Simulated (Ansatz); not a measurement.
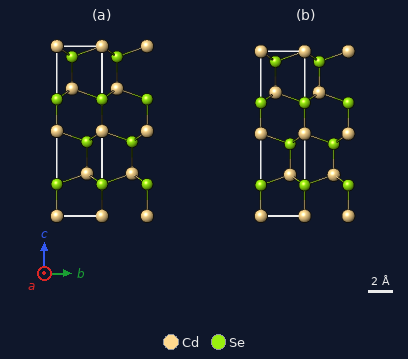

The structure of a crystal of CdSe (built on the 4H polytype type) before (left) and after (right) a relaxation, at one scale.

The picture is a ball-and-stick view of the cell of the calculation, repeated 1 × 2 × 1 with one cell outlined, seen along the a axis.

Theory: DFT, LDA, plane waves, PAW (Ansatz 0.2.0).

Input file:
```yaml
crystal:
  lattice:
    - [4.3826972658, 0.0, 0.0]
    - [-2.1913486329, 3.7955271692, 0.0]
    - [0.0, 0.0, 14.3053196375]
  atoms:
    - { symbol: Cd, position: [0.0, 0.0, -0.0001635496] }
    - { symbol: Cd, position: [0.3333333333, 0.6666666667, 0.2499698784] }
    - { symbol: Cd, position: [0.0, 0.0, 0.4998364504] }
    - { symbol: Cd, position: [0.6666666667, 0.3333333333, 0.7499698784] }
    - { symbol: Se, position: [0.0, 0.0, 0.1874660271] }
    - { symbol: Se, position: [0.3333333333, 0.6666666667, 0.437727644] }
    - { symbol: Se, position: [0.0, 0.0, 0.6874660271] }
    - { symbol: Se, position: [0.6666666667, 0.3333333333, 0.937727644] }
kpoints:
  mp_grid: { grid: [6, 6, 2] }
hamiltonian:
  xc: lda
scf:
  occupations: { method: fermi_dirac, width: 0.02 }
relax:
  f_tol: 0.005
  cell: {}
output:
  write_density: true
  write_potential: true
  elf: true
  volumetric_format: npy
```

Launched with:
```bash
ansatz run input.yaml --threads 4 --pin off --max-ram 7372MiB --backend cpu --events-out ev --progress --plain --runs-dir out
```

What changed between the two?

The atoms keep their places relative to the cell (all moves are under 0.005 Å). The drawn cell changes as follows: a = b 4.383 → 4.249 Å (−3.0 %), c 14.305 → 13.873 Å (−3.0 %); the volume changes by −8.8 %. Some distances before and after: Cd1–Se5 2.684 → 2.602 Å, Cd2–Se6 2.686 → 2.605 Å. The space group stays P6_3mc (No. 186). Over 3 accepted moves (4 points after the start) the energy falls by 38.8 meV per atom. The largest force component goes from 0.004 to 0.0017 eV/Å. The pressure goes from −4.32 to −0.02 GPa. The SCF was repeated once at an unchanged geometry on a basis and grid sized afresh for the cell, which shifted the energy by 0.4 meV per atom at most.
